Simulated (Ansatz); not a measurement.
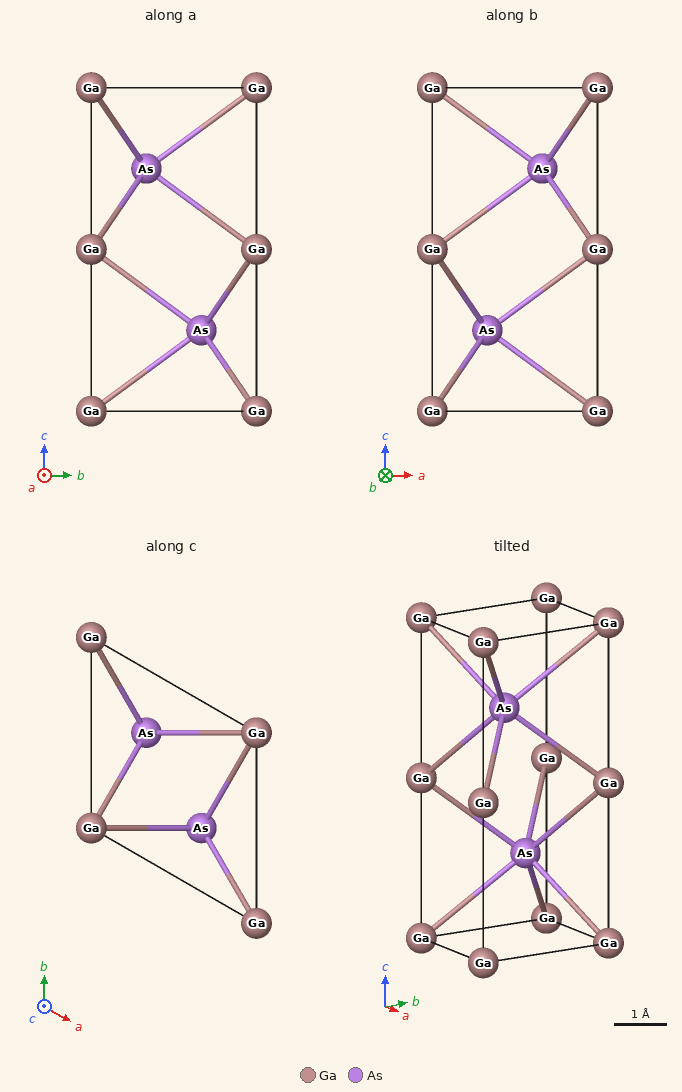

We look at a ball-and-stick model of the crystal along the a axis, along the b axis, along the c axis and slightly off an axis. The edges of the conventional unit cell are marked.

Lattice parameters: a = 3.7322 Å, b = 3.7322 Å, c = 6.3328 Å, α = 90.000°, β = 90.000°, γ = 120.000°.

> Transcribe the picture into a CIF with its space group and independent sites.

```cif
data_structure
_symmetry_space_group_name_H-M 'P 63/m m c'
_symmetry_Int_Tables_number 194
_cell_length_a 3.7322
_cell_length_b 3.7322
_cell_length_c 6.3328
_cell_angle_alpha 90.000
_cell_angle_beta 90.000
_cell_angle_gamma 120.000
_cell_volume 76.39
loop_
_atom_site_label
_atom_site_type_symbol
_atom_site_symmetry_multiplicity
_atom_site_Wyckoff_symbol
_atom_site_fract_x
_atom_site_fract_y
_atom_site_fract_z
_atom_site_occupancy
Ga1 Ga 2 a 0.0000 0.0000 0.0000 1
As1 As 2 c 0.3333 0.6667 0.2500 1
```

The cell started as a structure type filled with these elements by a generator (whether the compound takes this form wasn't checked). Earlier steps of the study may have refined or changed the cell and positions. It was run through Ansatz as a DFT input.
